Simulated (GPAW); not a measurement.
The cell of KBr (Pm-3m). Origin of the cell: a cell listed in the Materials Project, as set up for an electronic-structure calculation.

```cif
data_structure
_symmetry_space_group_name_H-M 'P 1'
_symmetry_Int_Tables_number 1
_cell_length_a 4.0435
_cell_length_b 4.0435
_cell_length_c 4.0435
_cell_angle_alpha 90.000
_cell_angle_beta 90.000
_cell_angle_gamma 90.000
_cell_volume 66.11
loop_
_atom_site_label
_atom_site_type_symbol
_atom_site_fract_x
_atom_site_fract_y
_atom_site_fract_z
_atom_site_occupancy
Br1 Br 0.50000 0.50000 0.50000 1
K1 K 0.00000 0.00000 0.00000 1
```

At each point the valence sum V of a K+ ion is computed from the anions within 5 Å (s = exp((R0 − d)/b), R0 fitted to published crystal structures with b = 0.37 Å; R0: K+–Br 2.661 Å). The other K+ ions are ignored. This is an empirical screen for pathways, not an energy calculation.

> Along which directions could K+ move by this screen (counting the regions that come within 0.6 Å of a K site)?

No path opens below 0.7 v.u. These are grid estimates, good to about 0.1 v.u.

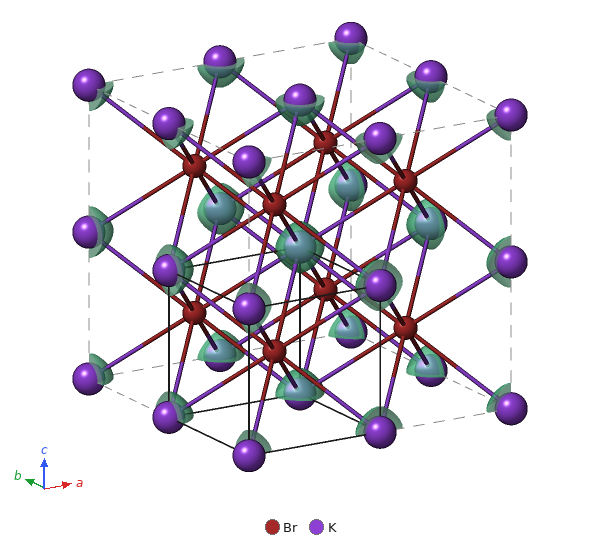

Bond-valence mismatch map for K+ in KBr (Pm-3m): the green surface encloses the points where |V − 1| < 0.2 v.u. (2×2×2 cells, view from a free direction). Pale faces close the region where the drawn box cuts it.

> What is the valence sum at the K sites themselves?

0.82 v.u., against the formal 1.
